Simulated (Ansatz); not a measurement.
System: B.

```cif
data_structure
_symmetry_space_group_name_H-M 'P 1'
_symmetry_Int_Tables_number 1
_cell_length_a 4.0115
_cell_length_b 4.0115
_cell_length_c 1.8608
_cell_angle_alpha 90.000
_cell_angle_beta 90.000
_cell_angle_gamma 90.000
_cell_volume 29.94
loop_
_atom_site_label
_atom_site_type_symbol
_atom_site_fract_x
_atom_site_fract_y
_atom_site_fract_z
_atom_site_occupancy
B1 B 0.30700 0.00000 0.75000 1
B2 B 0.69300 0.00000 0.25000 1
B3 B 0.00000 0.30700 0.00000 1
B4 B 0.00000 0.69300 0.50000 1
```

Space group P4₁22; a structure generated by program, which may or may not match a known phase.

Level of theory: Ansatz 0.2.0, DFT PBE, scalar-relativistic, plane waves, PAW.

**Predict the valence pseudo-density and electron localisation function between the atoms.**

B–B (1.81 Å): ρ at the midpoint is about 0.75 e/Å³; the ELF peaks at about 0.85 between the atoms.
B–B (1.86 Å): ρ is about 0.62 e/Å³ halfway; the ELF peaks at about 0.70 between the atoms.

**Metal or insulator at this level of theory?**

It is gapless in this calculation (a metal or semimetal).

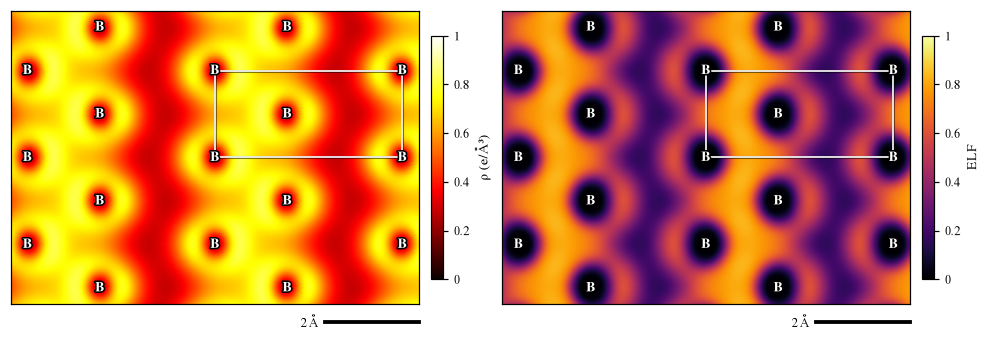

Computed valence pseudo-density and electron localisation function on the (100) plane of the conventional cell, in this order. 

Core electrons are frozen (PAW), and the valence fields are smoothed inside the atomic spheres.
